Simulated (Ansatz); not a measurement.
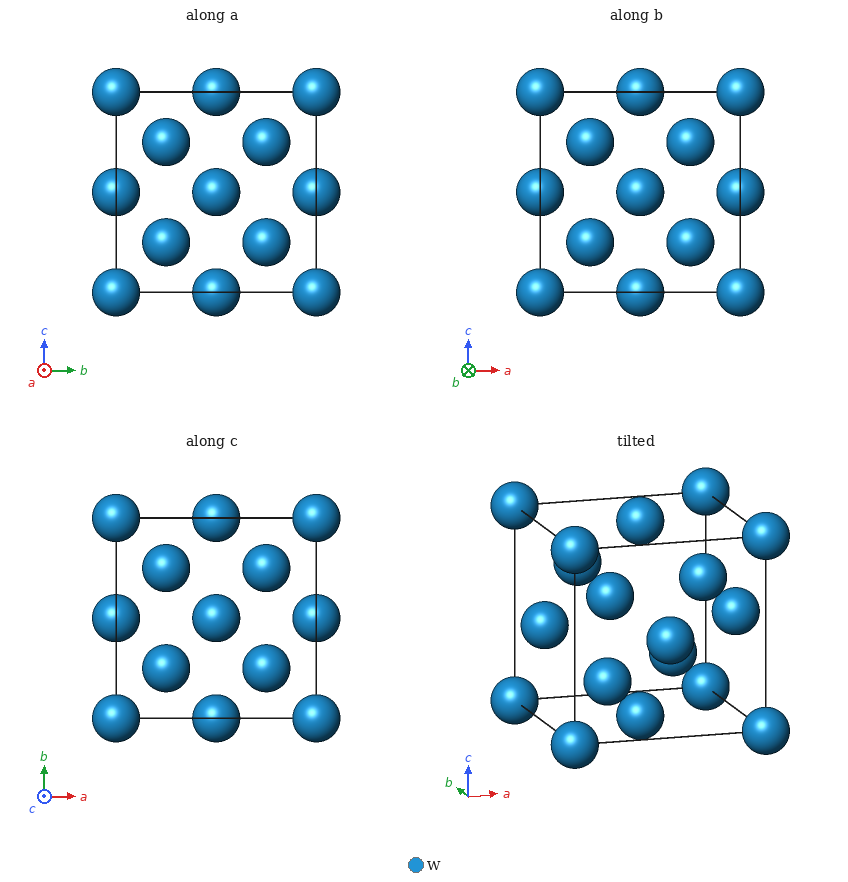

An orthographic spheres-only view of the structure, along the a axis, along the b axis, along the c axis and slightly off an axis. The lines enclose the conventional unit cell; boundary atoms appear with their images.

Lattice parameters: a = 5.915 Å, b = 5.915 Å, c = 5.915 Å, α = 90.00°, β = 90.00°, γ = 90.00°.

**Put the structure into a table of Wyckoff sites.**

Space group Fd-3m:1 (No. 227).
| atom | site | x | y | z |
| --- | --- | --- | --- | --- |
| W | 8a | 0.2500 | 0.7500 | 0.7500 |

The starting point was a structure type filled with this element by a generator (whether the element takes this form wasn't checked). This is the structure after a relaxation with DFT, BLYP, plane waves (420 eV) with PAW, scalar-relativistic (Ansatz).
